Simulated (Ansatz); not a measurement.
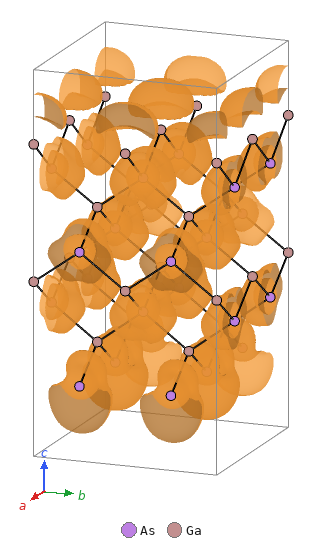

GaAs (slab). Isosurface of the ELF at 0.6 (orange), seen slightly off an axis. Only the valence region is drawn (cores and ρ < 0.01 e/Å³ removed). Sticks mark near contacts.

All numbers below come from DFT PBE, scalar-relativistic, plane waves, PAW in Ansatz 0.2.0.

In a PAW calculation such maps are meaningful between the atoms, not at the nuclei.

```xyz
8
Lattice="4.0626 0.0000 0.0000 0.0000 4.0626 0.0000 0.0000 0.0000 25.0544" Properties=species:S:1:pos:R:3 pbc="T T T"
As    0.0000    2.0313    7.4940
Ga    2.0313    2.0313    8.8853
As    2.0313    0.0000   10.3778
Ga    0.0000    0.0000   11.7786
As    0.0000    2.0313   13.2418
Ga    2.0313    2.0313   14.6639
As    2.0313    0.0000   16.1127
Ga    0.0000    0.0000   17.6634
```

Identify the bonds, lone pairs and shells in this picture.

Answer. The surface consists of four regions on As in which the atom's valence shell and bonds are merged and one lobe on Ga, pointing away from the bonds (lone pairs), counted in one cell of 8 atoms. Counts are for one cell; the picture repeats the cell along the surface.

Values along the shortest contacts:
Ga–As (2.46 Å): the ELF peaks at about 0.75 between the atoms. Ga–As (2.50 Å): the ELF peaks at about 0.80 between the atoms.

Does the calculation give a band gap?

Answer. It is metallic or semimetallic at this level of theory: no gap opens.
